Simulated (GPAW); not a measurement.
# 3d dopants in WSe2: moments across the series

One cation of WSe2 is replaced by one 3d element after another. What moment does each carry?

Program: GPAW 26.7.0. Level of theory: PBE; plane waves with GPAW's PAW setups, scalar-relativistic. Results are calculated unless marked as measured.

### 1. The structure

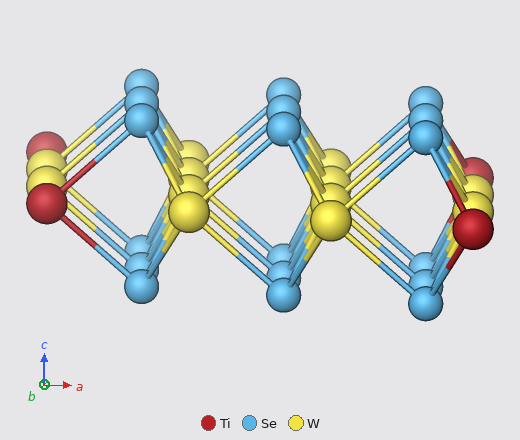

The starting structure, seen nearly edge on (titanium red, selenium blue, tungsten yellow). Bonds to atoms that aren't drawn are left out. Some periodic images of atoms are drawn too.

The cell holds 27 atoms: 1 Ti, 18 Se and 8 W. Cell: a = 9.846 Å, b = 9.846 Å, c = 16.340 Å, α = 90.0°, β = 90.0°, γ = 120.0°. Model cell: substitutional dopants on the host's lattice, its constants typed without a cited source, atoms not relaxed. Vacuum lies along c.

This is the first member shown.

### 2. The first member

This run shows input and output; the others differ as the table says.

Input file order1.py:

```python
import json
import numpy as np
from ase import Atoms
from ase.parallel import paropen, parprint
from gpaw import GPAW

atoms = Atoms(['Ti', 'Se', 'Se', 'W', 'Se', 'Se', 'W', 'Se', 'Se', 'W', 'Se', 'Se', 'W', 'Se', 'Se', 'W', 'Se', 'Se', 'W', 'Se', 'Se', 'W', 'Se', 'Se', 'W', 'Se', 'Se'],
    cell=[[9.846, 0.0, 0.0],
         [-4.923, 8.526886, 0.0],
         [0.0, -0.0, 16.34]],
    scaled_positions=[[0.0, 0.0, 0.5],
         [0.222222, 0.111111, 0.602203],
         [0.222222, 0.111111, 0.397797],
         [0.0, 0.333333, 0.5],
         [0.222222, 0.444444, 0.602203],
         [0.222222, 0.444444, 0.397797],
         [0.0, 0.666667, 0.5],
         [0.222222, 0.777778, 0.602203],
         [0.222222, 0.777778, 0.397797],
         [0.333333, 0.0, 0.5],
         [0.555556, 0.111111, 0.602203],
         [0.555556, 0.111111, 0.397797],
         [0.333333, 0.333333, 0.5],
         [0.555556, 0.444444, 0.602203],
         [0.555556, 0.444444, 0.397797],
         [0.333333, 0.666667, 0.5],
         [0.555556, 0.777778, 0.602203],
         [0.555556, 0.777778, 0.397797],
         [0.666667, 0.0, 0.5],
         [0.888889, 0.111111, 0.602203],
         [0.888889, 0.111111, 0.397797],
         [0.666667, 0.333333, 0.5],
         [0.888889, 0.444444, 0.602203],
         [0.888889, 0.444444, 0.397797],
         [0.666667, 0.666667, 0.5],
         [0.888889, 0.777778, 0.602203],
         [0.888889, 0.777778, 0.397797]],
    pbc=True,
    magmoms=[1.0, 0.0, 0.0, 0.0, 0.0, 0.0, 0.0, 0.0, 0.0, 0.0, 0.0, 0.0, 0.0, 0.0, 0.0, 0.0, 0.0, 0.0, 0.0, 0.0, 0.0, 0.0, 0.0, 0.0, 0.0, 0.0, 0.0])
atoms.calc = GPAW(mode={'name': 'pw', 'ecut': 450},
    xc='PBE',
    kpts={'size': (3, 3, 1), 'gamma': True},
    occupations={'name': 'fermi-dirac', 'width': 0.05},
    convergence={'density': 1e-05, 'energy': 1e-05},
    maxiter=200,
    mixer={'name': 'pulay', 'beta': 0.05, 'nmaxold': 6, 'weight': 50},
    symmetry={'tolerance': 1e-4},
    txt='order1.txt')
e = atoms.get_potential_energy(force_consistent=True)
res = {'free_energy': e, 'energy_sigma0': atoms.get_potential_energy(), 'fermi_energy': atoms.calc.get_fermi_level()}
res['moments'] = atoms.get_magnetic_moments().tolist()
res['total'] = atoms.get_magnetic_moment()
parprint('site moments (muB):', np.round(res['moments'], 3))
parprint(f"total moment: {res['total']:.3f} muB")
parprint(f'free energy: {e:.6f} eV')
atoms.calc.write('order1.gpw')
with paropen('results.json', 'w') as f:
    json.dump(res, f)
```

Command:

```sh
$ OMP_NUM_THREADS=1 mpirun -n 4 gpaw python order1.py > order1.log
```

Numbers of over 12 decimals in the logs are rounded to 6 here.

Log:

```text
site moments (muB): [ 0.003  0.     0.     0.001  0.     0.     0.001  0.     0.     0.001
 -0.    -0.     0.001 -0.    -0.     0.     0.     0.     0.001  0.
  0.     0.    -0.    -0.     0.001  0.     0.   ]
total moment: 0.021 muB
free energy: -177.431849 eV

--- order1.txt ---
Input parameters:
  mode=PW(ecut=450),
  convergence={'density': 1e-05, 'energy': 1e-05},
  kpts=MonkhorstPack(size=(3, 3, 1), gamma=True),
  maxiter=200,
  mixer=Pulay(name='pulay', nmaxold=6, beta=0.05, weight=50, sigma=0.015, g_ss=None),
  occupations=Occupations(name='fermi-dirac', width=0.05),
  symmetry=Symmetry(tolerance=0.0001),
  xc=XC(name='PBE')

Diagonalizing LCAO Hamiltonian
Converting LCAO to pw mode

                Se      Se      Se

           W      Se      Se      Se

             W  Se  Se  Se  Se  Se  Se

               Ti Se   W  Se   W  Se

                    Se      Se      Se

Atoms  # Å, Bohr magnetons
|    | symbol |         x |        y |        z |    initial magnetic moments |
|----|--------|-----------|----------|----------|-----------------------------|
|  0 |     Ti |  0.000000 | 0.000000 | 8.170000 | ( 0.0000,  0.0000,  1.0000) |
|  1 |     Se |  1.640998 | 0.947431 | 9.839997 | ( 0.0000,  0.0000,  0.0000) |
|  2 |     Se |  1.640998 | 0.947431 | 6.500003 | ( 0.0000,  0.0000,  0.0000) |
|  3 |      W | -1.640998 | 2.842292 | 8.170000 | ( 0.0000,  0.0000,  0.0000) |
|  4 |     Se | -0.000000 | 3.789723 | 9.839997 | ( 0.0000,  0.0000,  0.0000) |
|  5 |     Se | -0.000000 | 3.789723 | 6.500003 | ( 0.0000,  0.0000,  0.0000) |
[...]
Zero:             -1.091391
  External:          0.000000
  Xc:             -176.456561
  Entropy:          -0.124290
  Spinorbit:         0.000000
  ----------------------------
  Free energy:    -177.431849
  Extrapolated:   -177.369704

dipole moment: (-13.872911, -112.667587, 0.001215)  # |e|*Ang

Total magnetic moment: (0.000000, 0.000000, 0.020942)

Local magnetic moments
|        x |        y |         z |
|----------|----------|-----------|
| 0.000000 | 0.000000 |  0.003047 |  # Ti   0
| 0.000000 | 0.000000 |  0.000105 |  # Se   1
| 0.000000 | 0.000000 |  0.000105 |  # Se   2
| 0.000000 | 0.000000 |  0.001368 |  # W    3
| 0.000000 | 0.000000 |  0.000066 |  # Se   4
[...]
| 0.000000 | 0.000000 | -0.000012 |  # Se  23
| 0.000000 | 0.000000 |  0.001368 |  # W   24
| 0.000000 | 0.000000 |  0.000105 |  # Se  25
| 0.000000 | 0.000000 |  0.000105 |  # Se  26

Fermi level: 0.130
Eigenvalues  # (at kpt = [0.000, 0.000, 0.000])
| band index |      eig [eV] | occ [0-1] |      eig [eV] | occ [0-1] |
|------------|---------------|-----------|---------------|-----------|
|          0 |       -73.694 |     1.000 |       -73.694 |     1.000 |
|        ... |               |           |               |           |
|        107 |        -0.970 |     1.000 |        -0.969 |     1.000 |
|        108 |        -0.905 |     1.000 |        -0.904 |     1.000 |
|        109 |        -0.723 |     1.000 |        -0.721 |     1.000 |
|        110 |        -0.711 |     1.000 |        -0.710 |     1.000 |
[...]
|        120 |         2.371 |     0.000 |         2.372 |     0.000 |
|        121 |         2.371 |     0.000 |         2.372 |     0.000 |
|        122 |         2.383 |     0.000 |         2.384 |     0.000 |
|        ... |               |           |               |           |
|        143 |         3.740 |     0.000 |         3.741 |     0.000 |

No gap
No difference between direct/indirect transitions


[key lines of the parts left out:]
Converged in 58 steps
```

The job ended after 16 min (4 MPI ranks of Arm Neoverse V2, shared host; peak memory 2.4 GiB).

After 58 cycles the seed has died away: no moment is left.

### 3. The series

All use a 3×3×1 mesh. Each dopant starts with a moment; a run without spin polarisation gives the energy that the moment gains.

| dopant | moment in its sphere (μB) | net moment (μB a cell) | largest moment elsewhere (μB) | gain by spin polarisation (meV) |
| --- | --- | --- | --- | --- |
| Ti | +0.00 | 0.02 | +0.00 | -0 |
| V | +0.00 | 0.00 | -0.00 | -0 |
| Cr | +0.00 | 0.00 | +0.00 | -0 |
| Mn | +1.56 | 1.00 | -0.03 | 114 |
| Fe | +2.07 | 2.00 | -0.01 | 275 |
| Co | +1.62 | 2.92 | +0.08 | 240 |
| Cu | +0.00 | 0.01 | +0.00 | 0 |

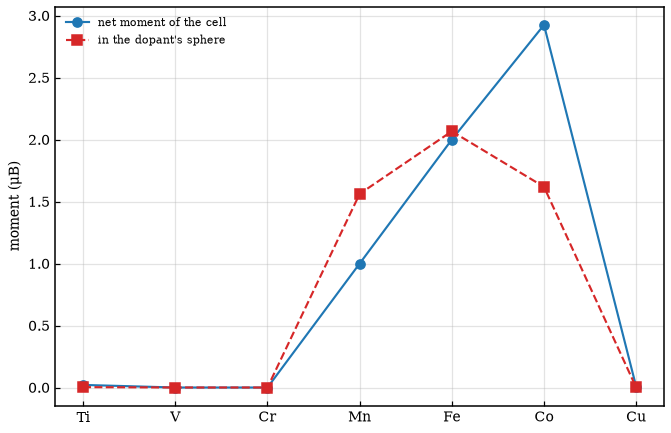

Moments across the 3d series.

### 4. Results

```json
{"largest net moment": "2.92 μB (Co)", "within 0.02 of a whole number of μB": "Mn 1.00, Fe 2.00", "no settled moment": "Ti, V, Cr, Cu"}
```

What this shows: The net moment is largest for Co, 2.92 μB, and vanishes or is a mere residue for Ti, V, Cr and Cu. Mn and Fe give a whole number of μB, as a fixed count of unpaired electrons does. Each dopant had one start, so another spin state can lie lower; in so small a cell the dopant levels widen into bands, and with the smearing this can quench a moment. The atoms were not relaxed, which can shift moments and couplings. Trends hold for the rows shown; the series may have further members. Spin–orbit coupling is left out.

[Logs and program files are shortened in this print: banners, set-up blocks, solver, clock and traceback lines can be left out without a mark of their own.]

[Logs are printed without paths, hosts, clocks, repeated set-up lines and the standing remarks that a program may print on its own settings, such as how far it seeks lower states.]

[Hosts, paths, dates, database ids (printed as entryN), source tags and the programs' standing remarks are cut or masked in the printed files.]

[Where a cell is said to come from a database of computed structures, the database is the Materials Project.]
